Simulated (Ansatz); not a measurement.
**Geometry relaxation, with input and output: MoS$_{2}$ (part 2 of 2)**

The same run, continued: MoS$_{2}$ (P6₃/mmc, 6 atoms in the cell); DFT HSE06, scalar-relativistic, plane waves, PAW, no spin polarisation (Ansatz 0.2.0); cutoff 420 eV, 12×12×2 k-mesh, Gaussian smearing of 0.02 eV. The structure derives from a Materials Project entry.

Geometry of the input (Å; fractional positions):
```
3.1491  0.0000  0.0000
-1.5745  2.7272  0.0000
0.0000  0.0000  14.0644
Mo 0.6667  0.3333  0.2500
Mo 0.3333  0.6667  0.7500
S  0.6667  0.3333  0.6399
S  0.3333  0.6667  0.3601
S  0.6667  0.3333  0.8601
S  0.3333  0.6667  0.1399
```

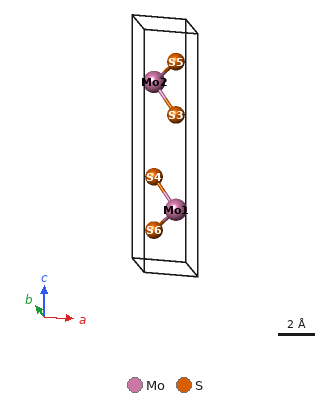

Figure 1. The geometry at step 2 of the log (ball-and-stick view of the cell of the calculation, seen slightly off an axis; atoms are numbered from 1 in the order of the input).

### Output, continued
```
relax step   4: F+E_penalty+E_count = -13531.67952169 eV  Δ(F+E_penalty+E_count) = -6.031e-5 eV  max|allowed force component| = 1.120e-3 eV/Å  Δτ_max = 0.0041 Å  P = +0.014 GPa  Ω = 121.330 Å³  energy of the carried Pulay correction = -6.299e-5 eV  (16 SCF iters, accepted)
SCF 14 stopped early in 8 iterations: F = -13531.679767 eV  dr2 = 2.35e-6
SCF 15 converged in 8 iterations: F = -13531.679617 eV  dr2 = 6.42e-12
SCF 16 converged in 3 iterations: F = -13531.679618 eV  dr2 = 3.81e-11
relax step   5: F+E_penalty+E_count = -13531.67961758 eV  Δ(F+E_penalty+E_count) = -9.589e-5 eV  max|allowed force component| = 1.199e-3 eV/Å  Δτ_max = 0.0106 Å  P = +0.006 GPa  Ω = 122.167 Å³  energy of the carried Pulay correction = -1.602e-4 eV  (19 SCF iters, accepted)
SCF 17 stopped early in 8 iterations: F = -13531.679832 eV  dr2 = 4.03e-6
SCF 18 converged in 8 iterations: F = -13531.679597 eV  dr2 = 8.55e-12
SCF 19 converged in 4 iterations: F = -13531.679597 eV  dr2 = 2.52e-11
relax step   6: F+E_penalty+E_count = -13531.67959675 eV  Δ(F+E_penalty+E_count) = +2.084e-5 eV  max|allowed force component| = 3.450e-3 eV/Å  Δτ_max = 0.0136 Å  P = +0.020 GPa  Ω = 123.242 Å³  energy of the carried Pulay correction = -2.841e-4 eV  (20 SCF iters, accepted)
SCF 20 stopped early in 8 iterations: F = -13531.679585 eV  dr2 = 2.03e-7
SCF 21 converged in 6 iterations: F = -13531.679574 eV  dr2 = 6.73e-12
SCF 22 converged in 2 iterations: F = -13531.679574 eV  dr2 = 1.95e-11
relax step   7: F+E_penalty+E_count = -13531.67957385 eV  Δ(F+E_penalty+E_count) = +2.289e-5 eV  max|allowed force component| = 1.865e-3 eV/Å  Δτ_max = 0.0030 Å  P = +0.010 GPa  Ω = 123.491 Å³  energy of the carried Pulay correction = -3.126e-4 eV  (16 SCF iters, accepted)
Basis set: ecut = 420 eV, 2401 PW (Γ), exchange–correlation on 48×48×200 points (8 copies of the dense FFT grid, shifted against one another)
Exchange kernel: α = 0.2500, screened, ω = 0.2079 Å⁻¹, Wigner–Seitz truncation, v(0) = 1046.9300 eV·Å³, q-mesh 12×12×2, nearest image of the exchange supercell L = 28.73 Å, pair-density grid 15×15×64, without the augmentation charges, whose exchange is taken in its separable form by FFT convolution over the k-point mesh (sized by the pseudopotential files, 20×20×100 at the most), smooth part of the exact exchange by density-matrix convolution
Frozen-core exchange: fock
iter 1 solved again at ethr=1.45e-10 eV; its pass at ethr=1.00e-1 eV (dr2=7.54e-8 eV) is discarded
SCF iter   1: F=—  HF=-13531.679832 eV  |F-HF|=—  |Δ(HF+E_count)|=         —  Δρ=6.21e-5  dr2=2.71e-7  ethr=1.45e-10  ⟨swp⟩=19.6  Hψ=9387  notcnv=29
preconditioner: auto → none  [insulator: Δε(μ)=2.205 eV  Ē_g=10.297 eV  σ=0.020 eV  W_gap=1.00  n_scr=28 (ndim 8)  ℏωp=20.0 eV  f_vac=0.163  D(μ)=0.00/eV (n_scr^D=0)]
SCF iter   2: F=—  HF=-13531.679894 eV  |F-HF|=—  |Δ(HF+E_count)|=   6.13e-5  Δρ=3.07e-5  dr2=7.98e-8  ethr=1.45e-10  ⟨swp⟩=3.2  Hψ=2987  notcnv=0
SCF iter   3: F=—  HF=-13531.679914 eV  |F-HF|=—  |Δ(HF+E_count)|=   2.06e-5  Δρ=2.79e-6  dr2=1.54e-8  ethr=1.06e-10  ⟨swp⟩=3.2  Hψ=3043  notcnv=0
SCF iter   4: F=—  HF=-13531.679914 eV  |F-HF|=—  |Δ(HF+E_count)|=   5.75e-8  Δρ=1.32e-6  dr2=1.76e-9  ethr=2.87e-11  ⟨swp⟩=4.0  Hψ=3199  notcnv=0  defer=134
SCF iter   5: F=—  HF=-13531.679914 eV  |F-HF|=—  |Δ(HF+E_count)|=   2.67e-8  Δρ=4.21e-7  dr2=8.59e-10  ethr=3.36e-12  ⟨swp⟩=4.7  Hψ=3277  notcnv=0  defer=134
iter 6 solved again at ethr=1.00e-12 eV; its pass at ethr=1.63e-12 eV (dr2=2.58e-11 eV) is discarded
SCF iter   6: F=-13531.679917 eV  HF=-13531.679914 eV  |F-HF|=2.29e-6  |Δ(HF+E_count)|=  2.26e-10  Δρ=1.49e-7  dr2=3.65e-11  ethr=1.00e-12  ⟨swp⟩=2.0  Hψ=4883  notcnv=0
SCF 23 converged in 6 iterations: F = -13531.679917 eV  dr2 = 3.65e-11
  Residual-converged pass: ⟨swp⟩=3.1  Hψ=2442  notcnv=0  max |occ|·‖R‖ = 1.6e-7 eV (tolerance 1.6e-7 eV)  dr2=3.34e-11  dr2_onsite=1.50e-12  max |Δocc| = 0.0e0
hybrid outer 1: dexx = +3.559e-7 eV, tail = 4.23e-9 eV
Exchange kernel: α = 0.2500, screened, ω = 0.2079 Å⁻¹, Wigner–Seitz truncation, v(0) = 1046.9300 eV·Å³, q-mesh 12×12×2, nearest image of the exchange supercell L = 28.73 Å, pair-density grid 15×15×64, without the augmentation charges, whose exchange is taken in its separable form by FFT convolution over the k-point mesh (sized by the pseudopotential files, 20×20×100 at the most), smooth part of the exact exchange by density-matrix convolution
Frozen-core exchange: fock
SCF iter   1: F=—  HF=-13531.679917 eV  |F-HF|=—  |Δ(HF+E_count)|=         —  Δρ=9.16e-7  dr2=1.36e-9  ethr=4.07e-11  ⟨swp⟩=12.0  Hψ=4793  notcnv=0
preconditioner: auto → none  [insulator: Δε(μ)=1.997 eV  Ē_g=9.213 eV  σ=0.020 eV  W_gap=1.00  n_scr=28 (ndim 8)  ℏωp=20.0 eV  f_vac=0.163  D(μ)=0.00/eV (n_scr^D=0)]
SCF iter   2: F=—  HF=-13531.679917 eV  |F-HF|=—  |Δ(HF+E_count)|=   7.53e-9  Δρ=6.17e-7  dr2=1.71e-10  ethr=2.34e-12  ⟨swp⟩=3.4  Hψ=2595  notcnv=0
SCF iter   3: F=-13531.679917 eV  HF=-13531.679917 eV  |F-HF|=7.77e-10  |Δ(HF+E_count)|=   8.03e-9  Δρ=1.74e-7  dr2=1.44e-11  ethr=1.00e-12  ⟨swp⟩=3.0  Hψ=2386  notcnv=0
SCF 24 converged in 3 iterations: F = -13531.679917 eV  dr2 = 1.44e-11
  Residual-converged pass: ⟨swp⟩=3.9  Hψ=2954  notcnv=0  max |occ|·‖R‖ = 1.6e-7 eV (tolerance 1.6e-7 eV)  dr2=1.26e-11  dr2_onsite=3.98e-13  max |Δocc| = 0.0e0
hybrid outer 2: dexx = +3.388e-10 eV, tail = 4.72e-11 eV, Δε = 3.73e-5 eV (about 6.95e-7 eV left of the loop's levels), ΔF = 1.18e-5 eV/Å (tail 4.74e-5)
relax step   8: F+E_penalty+E_count = -13531.67991702 eV  Δ(F+E_penalty+E_count) = -3.432e-4 eV  max|allowed force component| = 1.832e-3 eV/Å  Δτ_max = 0.0000 Å  P = +0.010 GPa  Ω = 123.491 Å³  stress off target by 1.71e-2 GPa  SCF on the basis re-selected at this cell (its energy is not comparable with the rows above)  (9 SCF iters)
```

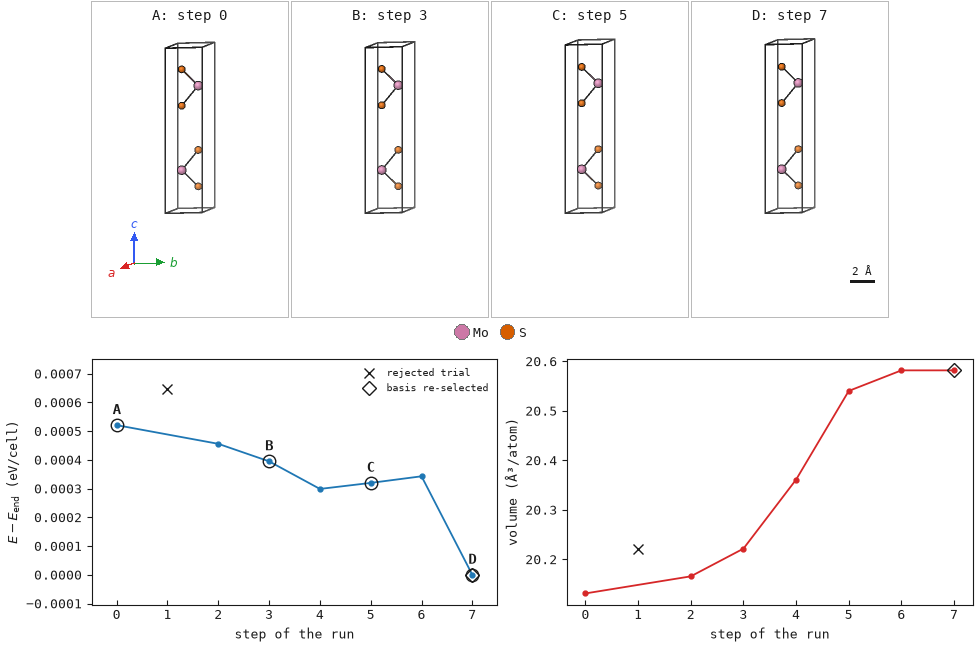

Figure 2. Frames of the relaxation (ball-and-stick view of the cell of the calculation, seen slightly off an axis) above the curves, on which the letters mark them (the first geometry is step 0 here and step 1 in the log).

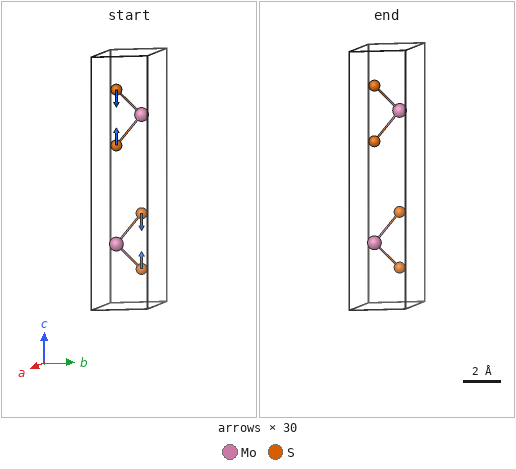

Figure 3. Before (left) and after (right) the relaxation, at one scale (ball-and-stick view of the cell of the calculation, seen slightly off an axis). The blue arrows give the displacements (without the part carried along by the change of the cell), magnified 30 times. The largest moves relative to the cell, 0.034 Å, are those of S3, S4, S5 and S6. Mo stays in place. The volume changes by +2.2 %, with a = b 3.149 → 3.151 Å (0.0 %), c 14.064 → 14.366 Å (+2.1 %). The space group stays P6_3/mmc (No. 194). Over 6 geometry steps the energy falls by 0.2 meV per cell of the calculation. Largest force component: 0.0027 eV/Å at the start, 0.0018 eV/Å at the end. The pressure goes from 0.10 to 0.01 GPa. The line search rejected the trial step at point 1 (counted from 0) and went back. A last SCF at the same geometry on a re-selected plane-wave basis shifts the energy by −0.3 meV per cell of the calculation. (Atoms are counted from 1 in the order of the input.)

```
basis re-selected at this cell: Δ(F+E_penalty+E_count) = -3.432e-4 eV, ΔP = +0.000 GPa vs the last step (what re-selecting the basis moved, of the pressure what is left beyond the Pulay correction that the steps carried, after the strain that the cell walked since its last selection, with what the two solves' SCF thresholds leave and, on support functions, any second-order correction that the steps lacked; it is no measure of the basis error at this ecutwfc). The dense FFT grid was sized anew with the basis: this SCF ran on 24×24×100 points, the steps before it on 24×24×96, so part of this shift can come from that change (see relax.cell in the input reference). This SCF's stress stands 1.71e-2 GPa from its target on what of the cell is left free (relax.cell.stress_tol is 5.00e-2 GPa) and its largest allowed force component is 1.83e-3 eV/Å (relax.f_tol is 5.00e-3 eV/Å): within both
hybrid SCF converged: 2 outer / 9 inner (+0 warm-up), last move |dexx| = 3.39e-10 eV, tail = 4.72e-11 eV
Stability not checked: this state was not tested for a lower state beside it, because the functional holds exact exchange (a hybrid, or Hartree-Fock), whose exchange loop this test does not read (fock_operator; see scf.lower_state_search)
Free energy (F): -13531.679917 eV
Frozen-core exchange: fock
Harris-Foulkes:  -13531.679917 eV  (|F-HF|=7.77e-10)
Internal energy: -13531.679917 eV  (E = F + TS)
E sigma→0 (E₀):  -13531.679917 eV
Fermi energy:    8.895180 eV
--- Per-component energies (eV) ---
  E_band       = -516.738713
  E_kinetic    = 1310.731956
  E_local      = -5534.540499  (includes V_loc(G=0)·N_el)
  E_nonlocal   = 394.164440
  E_hartree    = 2255.397755
  E_xc         = -607.758941
  E_vxc        = -647.289448  (∫ρ·V_xc dr)
  E_exx        = -129.090976  (= α·E_x^exact, valence–valence)
  E_paw        = -8827.985131  (= ΣΔE_a)
  E_vpaw       = -292.418913  (= ΣTr[D̂ρ^β])
  E_aug_tail   = 0.000078  (compensation charges beyond the density's cutoff)
  E_ewald      = -2391.346716
  E_core_change = -1.251883  (= ΣΔE_core)
  E_smearing   = -0.000000  (= −TS)
  E_closure    = 0.000000  (closes the sum)
  Σ components = -13531.679917   (vs F -13531.679917, Δ=0.00e0)
--- Forces (eV/Å), atoms counted from 1 ---
  atom   1  Mo     0.00000000    -0.00000000     0.00000000
  atom   2  Mo     0.00000000     0.00000000    -0.00000000
  atom   3  S      0.00000000    -0.00000000    -0.00183221
  atom   4  S     -0.00000000     0.00000000     0.00183221
  atom   5  S     -0.00000000    -0.00000000     0.00183221
  atom   6  S     -0.00000000     0.00000000    -0.00183221
  max |Σ_I F_I| component: 6.94e-18 eV/Å
--- Stress (GPa, compression-positive) ---
        0.006663      -0.000000      -0.000000
       -0.000000       0.006663      -0.000000
       -0.000000      -0.000000       0.017069
  P = ⅓ Tr σ = 0.0101 GPa (0.101 kbar)
--- Band table (eV; the first three rows and the last of 38) ---
  k-point 0: bands = ["-57.1481", "-57.1481", "-29.9087", "-29.9087", "-29.6243", "-29.6243", "-29.6243", "-29.6243", "-8.2045", "-8.1721", "-6.6842", "-6.6237", "1.0206", "1.2626", "4.5645", "4.5645", "4.5656", "4.5656", "5.1608", "5.9375", "5.9471", "5.9471", "5.9510", "5.9510", "7.3686", "7.8967", "11.2835", "11.2835", "11.2867", "11.2867", "11.5628", "11.5628"]
  k-point 1: bands = ["-57.1481", "-57.1481", "-29.9087", "-29.9087", "-29.6243", "-29.6243", "-29.6243", "-29.6243", "-8.1885", "-8.1885", "-6.6537", "-6.6537", "1.1366", "1.1366", "4.5650", "4.5650", "4.5650", "4.5650", "5.5083", "5.5083", "5.9491", "5.9491", "5.9491", "5.9491", "7.6793", "7.6793", "11.2850", "11.2850", "11.2850", "11.2850", "11.5728", "11.5728"]
  k-point 2: bands = ["-57.1447", "-57.1447", "-29.9019", "-29.9019", "-29.6591", "-29.6591", "-29.6321", "-29.6321", "-8.0851", "-8.0528", "-6.6370", "-6.5786", "1.1576", "1.3987", "4.3063", "4.3081", "4.6915", "4.6931", "4.7869", "5.1969", "5.7563", "5.7607", "6.1446", "6.4727", "7.3417", "7.7878", "11.1305", "11.1664", "11.2005", "11.3195", "11.4201", "11.4435"]
  k-point 37: bands = ["-57.0899", "-57.0899", "-29.9942", "-29.9942", "-29.9528", "-29.9528", "-29.7932", "-29.7932", "-5.6915", "-5.6915", "-5.6523", "-5.6523", "1.4093", "1.4093", "2.3134", "2.3134", "2.9874", "2.9874", "3.5132", "3.5132", "4.3369", "4.3369", "5.1018", "5.1018", "7.6714", "7.6714", "9.8937", "9.8937", "11.5944", "11.5944", "12.1801", "12.1801"]
--- Relaxed structure (7 steps of the walk, 6 accepted, 1 SCFs on fresh bases) ---
  F+E_penalty+E_count = -13531.67991702 eV   max|allowed force component| = 1.832e-3 eV/Å   (the final SCF, on the basis selected at the relaxed cell)
  cell:  # Å, volume = 123.4911 Å³
    - [3.1505058835069346, 2.8446515026443307e-9, -7.77053153508457e-34]
    - [-1.575252944217008, 2.7284181284670175, -6.740225332745813e-34]
    - [-3.4704549451665994e-33, -5.4796657028946315e-33, 14.36628439495555]
  atoms:
    - { symbol: Mo, position: [0.6666666666666665, 0.33333333333333326, 0.24999999999999992] }
    - { symbol: Mo, position: [0.3333333333333333, 0.6666666666666665, 0.7499999999999998] }
    - { symbol: S, position: [0.6666666666666665, 0.33333333333333326, 0.642286884005642] }
    - { symbol: S, position: [0.3333333333333333, 0.6666666666666665, 0.3577131159943576] }
    - { symbol: S, position: [0.6666666666666665, 0.33333333333333326, 0.8577131159943574] }
    - { symbol: S, position: [0.3333333333333333, 0.6666666666666665, 0.14228688400564224] }
```

### Trajectory as extended XYZ (Å, eV, eV/Å), 8 frames, from step=1 to step=8
```
6
Lattice="3.1491 0.0000 0.0000 -1.5745 2.7272 0.0000 0.0000 0.0000 14.0644" Properties=species:S:1:pos:R:3:forces:R:3 step=1 energy=-13531.67940 pressure_GPa=0.10
Mo    1.5745    0.9091    3.5161    0.0000   0.0000   0.0000
Mo    0.0000    1.8181   10.5483    0.0000   0.0000   0.0000
S     1.5745    0.9091    9.0003    0.0000   0.0000   0.0027
S     0.0000    1.8181    5.0641    0.0000   0.0000  -0.0027
S     1.5745    0.9091   12.0963    0.0000   0.0000  -0.0027
S     0.0000    1.8181    1.9681    0.0000   0.0000   0.0027
6
Lattice="3.1534 0.0000 0.0000 -1.5767 2.7310 0.0000 0.0000 0.0000 14.0881" Properties=species:S:1:pos:R:3:forces:R:3 step=2 energy=-13531.67927 pressure_GPa=-0.05 accepted=F
Mo    1.5767    0.9103    3.5220    0.0000   0.0000   0.0000
Mo    0.0000    1.8206   10.5661    0.0000   0.0000   0.0000
S     1.5767    0.9103    9.0205    0.0000   0.0000  -0.0198
S     0.0000    1.8206    5.0676    0.0000   0.0000   0.0198
S     1.5767    0.9103   12.1116    0.0000   0.0000   0.0198
S     0.0000    1.8206    1.9765    0.0000   0.0000  -0.0198
6
Lattice="3.1505 0.0000 0.0000 -1.5752 2.7284 0.0000 0.0000 0.0000 14.0760" Properties=species:S:1:pos:R:3:forces:R:3 step=3 energy=-13531.67946 pressure_GPa=0.03
Mo    1.5752    0.9095    3.5190    0.0000   0.0000   0.0000
Mo    0.0000    1.8189   10.5570    0.0000   0.0000   0.0000
S     1.5752    0.9095    9.0095    0.0000   0.0000   0.0004
S     0.0000    1.8189    5.0665    0.0000   0.0000  -0.0004
S     1.5752    0.9095   12.1045    0.0000   0.0000  -0.0004
S     0.0000    1.8189    1.9715    0.0000   0.0000   0.0004
6
Lattice="3.1508 0.0000 0.0000 -1.5754 2.7287 0.0000 0.0000 0.0000 14.1122" Properties=species:S:1:pos:R:3:forces:R:3 step=4 energy=-13531.67952 pressure_GPa=0.01
Mo    1.5754    0.9096    3.5281    0.0000   0.0000   0.0000
Mo    0.0000    1.8191   10.5842    0.0000   0.0000   0.0000
S     1.5754    0.9096    9.0369    0.0000   0.0000  -0.0011
S     0.0000    1.8191    5.0754    0.0000   0.0000   0.0011
S     1.5754    0.9096   12.1315    0.0000   0.0000   0.0011
S     0.0000    1.8191    1.9808    0.0000   0.0000  -0.0011
6
Lattice="3.1506 0.0000 0.0000 -1.5753 2.7285 0.0000 0.0000 0.0000 14.2116" Properties=species:S:1:pos:R:3:forces:R:3 step=5 energy=-13531.67962 pressure_GPa=0.01
Mo    1.5753    0.9095    3.5529    0.0000   0.0000   0.0000
Mo    0.0000    1.8190   10.6587    0.0000   0.0000   0.0000
S     1.5753    0.9095    9.1112    0.0000   0.0000   0.0012
S     0.0000    1.8190    5.1004    0.0000   0.0000  -0.0012
S     1.5753    0.9095   12.2062    0.0000   0.0000  -0.0012
S     0.0000    1.8190    2.0054    0.0000   0.0000   0.0012
6
Lattice="3.1505 0.0000 0.0000 -1.5752 2.7284 0.0000 0.0000 0.0000 14.3374" Properties=species:S:1:pos:R:3:forces:R:3 step=6 energy=-13531.67960 pressure_GPa=0.02
Mo    1.5752    0.9095    3.5844    0.0000   0.0000   0.0000
Mo    0.0000    1.8189   10.7531    0.0000   0.0000   0.0000
S     1.5752    0.9095    9.2057    0.0000   0.0000  -0.0034
S     0.0000    1.8189    5.1317    0.0000   0.0000   0.0034
S     1.5752    0.9095   12.3004    0.0000   0.0000   0.0034
S     0.0000    1.8189    2.0370    0.0000   0.0000  -0.0034
6
Lattice="3.1505 0.0000 0.0000 -1.5753 2.7284 0.0000 0.0000 0.0000 14.3663" Properties=species:S:1:pos:R:3:forces:R:3 step=7 energy=-13531.67957 pressure_GPa=0.01
Mo    1.5753    0.9095    3.5916    0.0000   0.0000   0.0000
Mo    0.0000    1.8189   10.7747    0.0000   0.0000   0.0000
S     1.5753    0.9095    9.2273    0.0000   0.0000  -0.0019
S     0.0000    1.8189    5.1390    0.0000   0.0000   0.0019
S     1.5753    0.9095   12.3222    0.0000   0.0000   0.0019
S     0.0000    1.8189    2.0441    0.0000   0.0000  -0.0019
6
Lattice="3.1505 0.0000 0.0000 -1.5753 2.7284 0.0000 0.0000 0.0000 14.3663" Properties=species:S:1:pos:R:3:forces:R:3 step=8 energy=-13531.67992 pressure_GPa=0.01
Mo    1.5753    0.9095    3.5916    0.0000   0.0000   0.0000
Mo    0.0000    1.8189   10.7747    0.0000   0.0000   0.0000
S     1.5753    0.9095    9.2273    0.0000   0.0000  -0.0018
S     0.0000    1.8189    5.1390    0.0000   0.0000   0.0018
S     1.5753    0.9095   12.3222    0.0000   0.0000   0.0018
S     0.0000    1.8189    2.0441    0.0000   0.0000  -0.0018
```

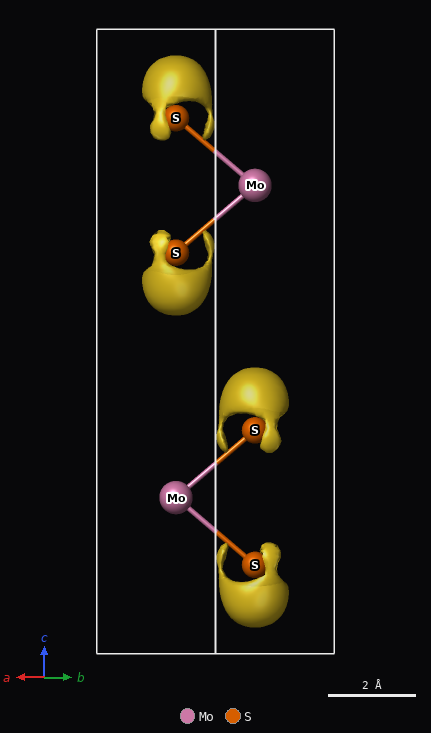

Figure 4. Isosurface of the electron localisation function at 0.85 (yellow), seen along [110]. Only the valence region is drawn (cores and ρ < 0.01 e/Å³ removed). Sticks mark near contacts. The outline is the cell set on symmetry axes. Values along the shortest contacts: Mo–S (2.39 Å): the ELF is about 0.50 at the midpoint. Core electrons are frozen (PAW), so the fields are smoothed inside the atomic spheres.

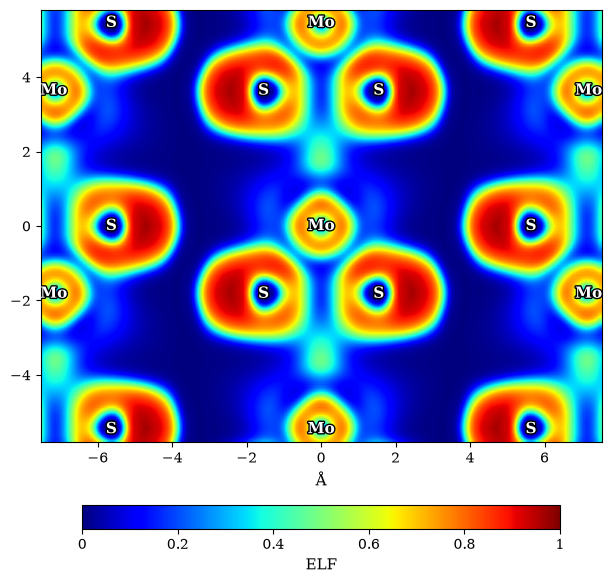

Figure 5. ELF on the (110) plane of the conventional cell. Atoms in the plane: Mo and S. Mo–S (2.39 Å): the ELF is about 0.50 at the midpoint. The strong features right at Mo lie inside the PAW spheres (semicore, d or f shells) and say nothing about bonding.
